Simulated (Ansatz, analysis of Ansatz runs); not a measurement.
# Reproducing a measured hyperfine coupling: F centre in LiF, part 2 of 2

Subject: F centre in LiF. Wanted: its hyperfine coupling, in one set-up (PBE0 on PBE structures, 64-site cell, PBE lattice, 420 eV, k: 2x2x2 shifted 0.5 0.5 0.5 then the zone centre alone). The model is a cell of 64 host atoms with 1 F taken out. The isotropic coupling follows from the spin density at the nucleus, the nuclear g-factor and the total spin. Exact exchange opens the gap, stiffens bonds and lessens the self-interaction error, at many times the cost.

Ansatz 0.2.0; PBE0 on PBE structures, 64-site cell, PBE lattice, 420 eV, k: 2x2x2 shifted 0.5 0.5 0.5 then the zone centre alone.

So far: The starting structure; Relaxation, charge 0.

### 2. Relaxation, charge 0 (continued)

Level of this step: plane-wave PAW DFT, PBE; relaxation of all atoms of a defect supercell (Ansatz).

The steps of the relaxation:

```
step  energy less that of the first step (eV)  largest force component (eV/Å)
   1                                   0.0000                          0.1975
   2                                  -0.0167                          0.1003
   3                                  -0.0276                          0.0195
   4                                  -0.0276                          0.0195
```

The run keeps the 48 symmetry operations that it works with, so distortions that break them were not tested.

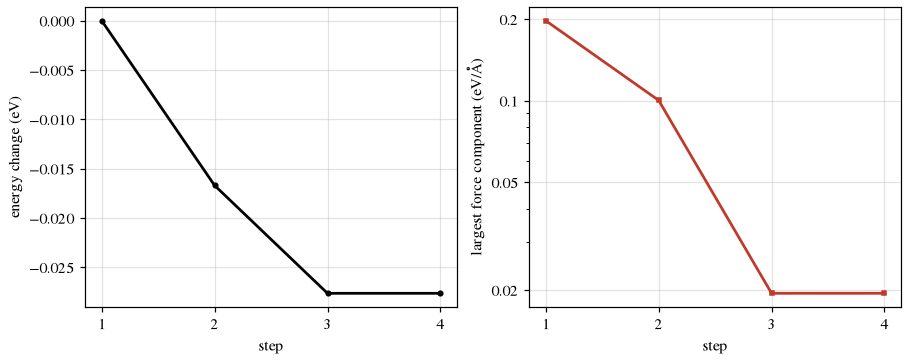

Energy and largest force along the relaxation.

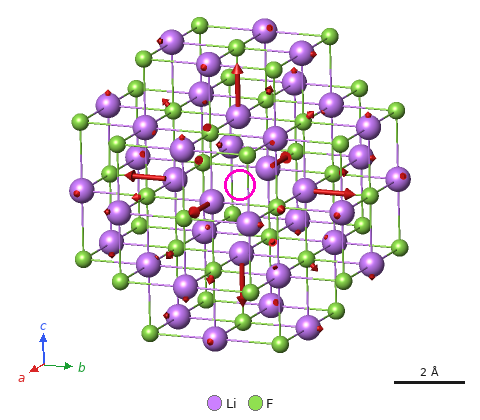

Displacements in the relaxation near the centre, exaggerated; the longest in the cell stands for 0.04 Å. A ring marks the centre wherever it is empty.

The atoms that moved most (Å):

```
atom      dx      dy      dz  length
Li28   0.000   0.045   0.000   0.045
Li27   0.000   0.000   0.045   0.045
Li56   0.045   0.000   0.000   0.045
Li25  -0.045   0.000   0.000   0.045
Li19   0.000   0.000  -0.045   0.045
Li12   0.000  -0.045   0.000   0.045
 F60   0.007   0.000   0.007   0.010
 F31   0.000   0.007   0.007   0.010
```

The atoms nearest to the centre after the run:

```
atom  distance (Å)
Li12         2.078
Li19         2.078
Li28         2.078
Li27         2.078
Li25         2.078
Li56         2.078
 F14         2.886
  F8         2.886
 F21         2.886
 F30         2.886
 F29         2.886
 F24         2.886
 F45         2.886
 F52         2.886
 F16         2.886
 F31         2.886
```

Read from the output:

```yaml
free_energy: -31704.9487 eV
total_moment: 1 μB
integral_of_the_absolute_spin_density: 1.012 μB
spin_contamination: 5.83e-4
```

The relaxation ends 0.4 meV an atom lower, with a largest force component of 0.019 eV/Å.

### 3. Contact spin densities

The relaxed structure is kept, and the final numbers are taken at the final level and k-points.

This step: plane-wave PAW DFT, PBE0; single point of a defect supercell on the structure relaxed with PBE.

point/input.yaml

```yaml
crystal:
  lattice:
    - [8.1342575, 0.0, 0.0]
    - [0.0, 8.1342575, 0.0]
    - [0.0, 0.0, 8.1342575]
  atoms:
    - { symbol: Li, position: [2.5394e-05, 0.0, 0.0] }
    - { symbol: Li, position: [0.000194461, 0.250194461, 0.250194461] }
[... 5 atom lines left out ...]
    - { symbol: F, position: [0.25, 0.249163332, 0.249163332] }
[... 3 atom lines left out ...]
    - { symbol: Li, position: [0.25, 0.244528348, 0.5] }
[... 1 atom line left out ...]
    - { symbol: F, position: [-0.000836668, 0.249163332, 0.5] }
[... 4 atom lines left out ...]
    - { symbol: Li, position: [0.25, 0.5, 0.244528348] }
[... 1 atom line left out ...]
    - { symbol: F, position: [-0.000836668, 0.5, 0.249163332] }
[... 2 atom lines left out ...]
    - { symbol: F, position: [0.25, 0.750836668, 0.249163332] }
    - { symbol: Li, position: [-0.005471652, 0.5, 0.5] }
[... 1 atom line left out ...]
    - { symbol: Li, position: [0.25, 0.5, 0.755471652] }
    - { symbol: Li, position: [0.25, 0.755471652, 0.5] }
    - { symbol: F, position: [-0.000836668, 0.5, 0.750836668] }
[... 1 atom line left out ...]
    - { symbol: F, position: [0.25, 0.750836668, 0.750836668] }
[... 24 atom lines left out ...]
    - { symbol: Li, position: [0.505471652, 0.5, 0.5] }
[... 6 atom lines left out ...]
    - { symbol: F, position: [0.75, 0.749967256, 0.749967256] }
basis:
  ecutwfc: 420
  xc_grid: 2
hamiltonian:
  xc: pbe0
kpoints:
  mp_grid: { grid: [1, 1, 1] }
magnetization:
  spin_polarized: true
  initial_magnetization: 1
  spin_locking: { lock_magnetization: hard }
scf:
  occupations: { method: fermi_dirac, width: 0.01 }
  max_iter: 120
output:
  forces: true
  efg: {}
  eigenvalues: true
checkpoint:
  read: "../relax.run"
```

On the command line:

```sh
$ ansatz run input.yaml --threads 2 --pin off --max-ram 3768MiB --backend cpu --events-out ev --progress --plain --runs-dir out
```

Numbers of over 12 decimals in the logs are rounded to 6 here.

What it wrote:

```text
[...]
Warning: checkpoint.read: hamiltonian.xc differs: saved pbe, current pbe0; the SCF iterates under this deck's functional from the saved state
[...]
Crystal: 63 atoms, lattice volume = 538.212 Å³
Basis set: ecut = 420 eV, 10443 PW (Γ), exchange–correlation on 120×120×120 points (8 copies of the dense FFT grid, shifted against one another)
Bands: 220, of which v1, the nominal top of the filled ones, is band 157 counted from 1 (156 counted from 0)
Symmetry: 48 space group operations
[...]
k-points: 1
[...]
Starting moments: Σ|m| = 1 μB on 63 of 63 sites; this step starts from the density that it was given
[...]
SCF iter   2: F=-31704.764497 eV  HF=-31704.764526 eV  |F-HF|=2.84e-5  |Δ(HF+E_count)|=   9.97e-5  Δρ=1.06e-4 (↑1.06e-4 ↓5.82e-5)  dr2=1.03e-4  dr2_m=1.29e-5  M=1.000 μB ∫|m|=1.013 μB  ethr=1.32e-7  ⟨swp⟩=2.5  Hψ=754  notcnv=0
[...]
atom  19  Li V_zz =    -0.017284   η = 0.0000   by run symmetry: allowed
[...]
atom  21  F  V_zz =    -0.123968   η = 0.8583   by run symmetry: allowed
[...]
atom  25  Li V_zz =    -0.017284   η = 0.0000   by run symmetry: allowed
[...]
atom  27  Li V_zz =    -0.017284   η = 0.0000   by run symmetry: allowed
[...]
atom  28  Li V_zz =    -0.017284   η = 0.0000   by run symmetry: allowed
[...]
atom  30  F  V_zz =    -0.123968   η = 0.8583   by run symmetry: allowed
[...]
atom  56  Li V_zz =    -0.017284   η = 0.0000   by run symmetry: allowed
[...]
--- Band table (eV) ---
[...]
[key lines of the parts left out:]
Magnetization: 1.0000 μB (157.0000 up, 156.0000 down)
Free energy (F): -31707.482933 eV
Fermi energy:    7.062400 (↑ 8.045926, ↓ 3.580290) eV
```

Run time: 92 s. Hardware: 2 threads of Intel Xeon 6975P-C (Granite Rapids), shared host; peak memory 1.6 GiB.

In the SCF lines HF is the Harris–Foulkes energy and dr2 the Hartree energy of the density residual, in eV; the loop may stop once dr2 is under the threshold and the program's other checks hold. Hψ counts applications of the Hamiltonian.

This step gave:

```yaml
free_energy: -31707.4829 eV
total_moment: 1 μB
integral_of_the_absolute_spin_density: 1.018 μB
spin_contamination: 3.34e-4
```

The atoms' spheres hold 0.19 of the 1 μB, none over 0.02 μB.

Contact couplings A = (2/3) μ0 ge μB gN μN ρs / (2S h), for each element's most abundant magnetic isotope:

```
atom  isotope  distance from the centre (Å)  contact spin density (e/Å³)  A (MHz)
  F8      19F                          2.89                        0.188    117.3
 F14      19F                          2.89                        0.188    117.3
 F16      19F                          2.89                        0.188    117.3
 F21      19F                          2.89                        0.188    117.3
 F24      19F                          2.89                        0.188    117.3
 F29      19F                          2.89                        0.188    117.3
 F30      19F                          2.89                        0.188    117.3
 F31      19F                          2.89                        0.188    117.3
 F45      19F                          2.89                        0.188    117.3
 F52      19F                          2.89                        0.188    117.3
```

### 4. Outcome

```yaml
7li_shell_i: 37.0 MHz
19f_shell_ii: 117.3 MHz
7li_shell_iii: 1.0 MHz
19f_shell_iv: 1.9 MHz
integral_of_the_absolute_spin_density: 1.02 μB
time_of_the_whole_chain: 1.9 min on 2 threads
```

7Li, shell I: computed 37.0 MHz, measured 39.06 MHz; 2.1 MHz (5 %) below the measurement. 19F, shell II: computed 117.3 MHz, measured 105.9 MHz; 11.3 MHz (11 %) above the measurement. 7Li, shell III: computed 1.0 MHz, measured 0.5 MHz; 0.5 MHz (110 %) above the measurement. 19F, shell IV: computed 1.9 MHz, measured 0.48 MHz; 1.4 MHz (296 %) above the measurement. Only the isotropic (Fermi contact) part is computed, with core polarisation; no vibrational averaging. Limits: the zone centre alone is a coarse sampling for this cell; the structure comes from another functional than the final numbers; the periodic copies of the defect are only 8.1 Å apart.

[Logs are printed without paths, hosts, clocks, repeated set-up lines and the standing remarks that a program may print on its own settings, such as how far it seeks lower states.]

[Hosts, paths, dates, database ids (printed as entryN), source tags and the programs' standing remarks are cut or masked in the printed files.]

[For some hosts the program warned that the k-mesh of the response run may be too coarse for force constants and the static dielectric constant; such warnings are not shown here.]
